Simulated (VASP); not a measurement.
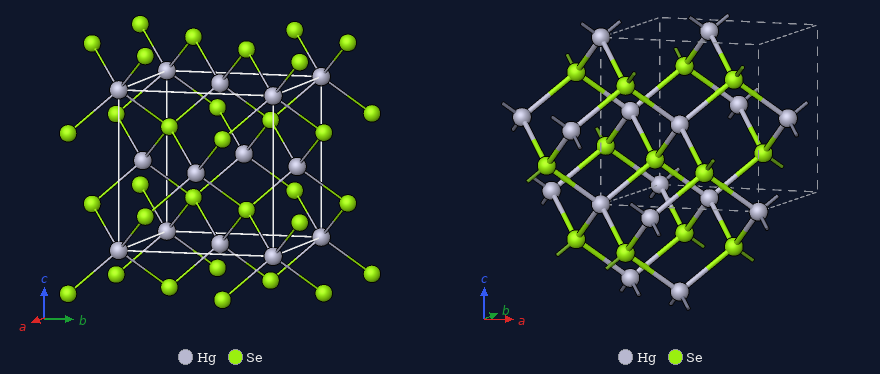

Left: the structure. Right: its underlying net. Nodes are coloured by element. Edges to nodes outside the piece are drawn as stubs.

The compound is HgSe (space group F-43m, No. 216), taken as the geometry relaxed with VASP 6.6.1, VASP Kohn-Sham DFT of a periodic cell, BLYP with D3, VASP PAW PBE potentials, recommended.

Bonds are taken as Hg–Se below 3 Å; no other contact counts. Atoms with one bond or none are removed and atoms with two bonds are replaced by edges, until no such atom is left.

The result is a uninodal 4-connected, three-periodic net: Hg and Se are 4-connected nodes. It is the dia net, known from diamond, zinc blende and cristobalite. It is a single net, without interpenetration.

| node | links | point symbol | coordination sequence |
| --- | --- | --- | --- |
| Hg and Se | 4 | 6⁶ | 4 12 24 42 64 92 |
